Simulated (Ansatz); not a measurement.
Nb

Input

```
crystal:
  lattice:
    - [-1.9147282163, 1.9149474417, 1.3809154173]
    - [1.9149474417, -1.9147282163, 1.3809154173]
    - [3.4945033759, 3.4945033759, -1.3805139055]
  atoms:
    - { symbol: Nb, position: [8.80706e-05, 0.9999119294, 1.0] }
    - { symbol: Nb, position: [0.7499119294, 0.2500880706, 0.5] }
hamiltonian:
  xc: pbe
  pseudopotentials:
    kind: paw_fr
    azcp:
      Nb: "pseudopotentials/Nb.paw.azcp"
basis:
  ecutwfc: 420
  fft_grid_basis: typed
kpoints:
  mp_grid: { grid: [13, 13, 7], shift: [0, 0, 0] }
magnetization:
  noncollinear: true
  spin_orbit: true
scf:
  occupations: { method: fermi_dirac, width: 0.1 }
output:
  write_density: true
  write_potential: true
  elf: true
  volumetric_format: npy
```

Command:

```sh
ansatz run input.yaml --threads 1 --pin off --max-ram 3584MiB --backend cpu --events-out ev --progress --plain --runs-dir out
```

Below, planes, directions and counts refer to the conventional cell (a = 2.76 Å, b = 5.42 Å, c = 9.88 Å, α = 90.00°, β = 89.99°, γ = 90.00°).

Space group Fddd; set up as Nb, beta-Sn type; a generated structure, not necessarily the stable one.

Theory: DFT, PBE, plane waves (420 eV) with PAW, fully relativistic with spin-orbit coupling in Ansatz 0.2.0.

Predict the valence pseudo-density and electron localisation function between the atoms.

Nb–Nb (2.76 Å): ρ is about 0.35 e/Å³ halfway; the ELF is about 0.30 at the midpoint; no localised pair shows between them.
Nb–Nb (3.04 Å): ρ is about 0.24 e/Å³ halfway; the ELF is about 0.25 at the midpoint: no shared electron pair shows on this line.

Does the calculation make it a metal, or give it a gap?

It is gapless in this calculation (a metal or semimetal).

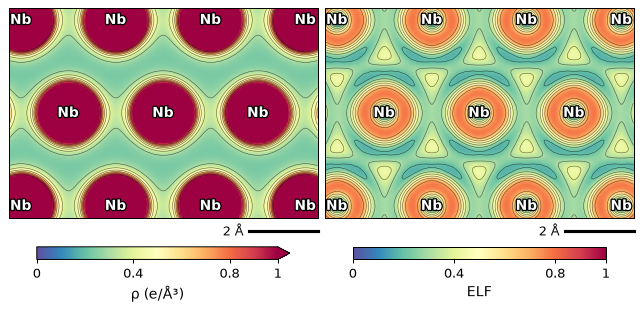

Computed valence pseudo-density and electron localisation function on the (001) plane of the conventional cell, in this order. 

Core electrons are frozen (PAW), and the valence fields are smoothed inside the atomic spheres.
